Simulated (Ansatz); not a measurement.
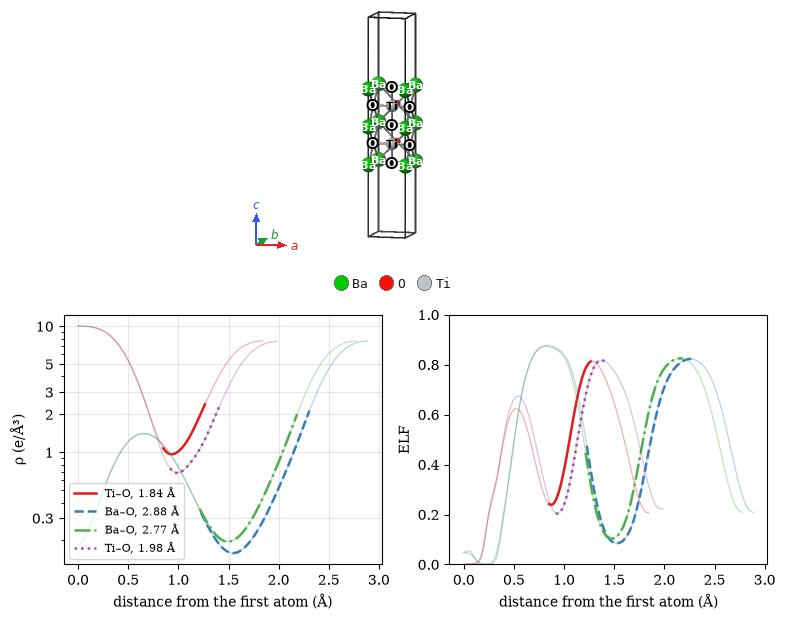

*Ba$_{3}$Ti$_{2}$O$_{7}$ (slab). Valence charge density (pseudo) and electron localisation function along straight lines between neighbouring atoms. Thin, pale parts lie inside the atomic spheres. The structure is drawn too.*

Not relaxed (largest force 1.0 eV/Å); computed without spin polarisation.

The calculation used Ansatz, DFT PBEsol, scalar-relativistic, plane waves, PAW.

The density is the valence pseudo-density of a PAW calculation; it isn't the true density close to the nuclei.

Input file:

```
crystal:
  lattice:
    - [3.9557417153, 0.0, 0.0]
    - [0.0, 4.043321868, 0.0]
    - [0.0, 0.0, 22.9114834306]
  atoms:
    - { symbol: Ba, position: [0.0, 0.0048957992, 0.3273467658] }
    - { symbol: O, position: [0.5, 0.4859022563, 0.3273467658] }
    - { symbol: Ti, position: [0.5, 0.5200640156, 0.4136733829] }
    - { symbol: O, position: [0.5, 0.9752356725, 0.4136733829] }
    - { symbol: O, position: [0.0, 0.4859022563, 0.4136733829] }
    - { symbol: Ba, position: [0.0, 0.0048957992, 0.5] }
    - { symbol: O, position: [0.5, 0.4859022563, 0.5] }
    - { symbol: Ti, position: [0.5, 0.5200640156, 0.5863266171] }
    - { symbol: O, position: [0.5, 0.9752356725, 0.5863266171] }
    - { symbol: O, position: [0.0, 0.4859022563, 0.5863266171] }
    - { symbol: Ba, position: [0.0, 0.0048957992, 0.6726532342] }
    - { symbol: O, position: [0.5, 0.4859022563, 0.6726532342] }
basis:
  ecutwfc: 420
kpoints:
  mp_grid: { grid: [7, 7, 1] }
hamiltonian:
  xc: pbesol
scf:
  occupations: { method: gaussian, width: 0.05 }
output:
  forces: true
  stress: true
  eigenvalues: true
  write_density: true
  write_potential: true
  elf: true
  volumetric_format: npy
efield:
  axis: 3
  dipole_correction: true
  ramp_width: 0.04
```

Launched as:

```sh
ansatz run input.yaml --threads 1 --pin off --max-ram 2560MiB --backend cpu --events-out ev --progress --plain --runs-dir out
```

Question: What can be read from the curves?

Answer: Ti–O (1.84 Å): ρ is about 0.97 e/Å³ halfway; the ELF peaks at about 0.80 in the valence shell of O, 0.6 Å from its nucleus, and is about 0.25 at the midpoint: no shared electron pair shows on this line.
Ba–O (2.88 Å): ρ at the midpoint is about 0.17 e/Å³; the ELF is about 0.10 at the midpoint: an ionic contact with no shared pair.
Ba–O (2.77 Å): ρ at the midpoint is about 0.22 e/Å³; the ELF is about 0.15 at the midpoint (a closed-shell, largely ionic contact).
Ti–O (1.98 Å): ρ at the midpoint is about 0.69 e/Å³; the ELF peaks at about 0.80 in the valence shell of O, 0.6 Å from its nucleus, and is about 0.25 at the midpoint; no localised pair shows between them.
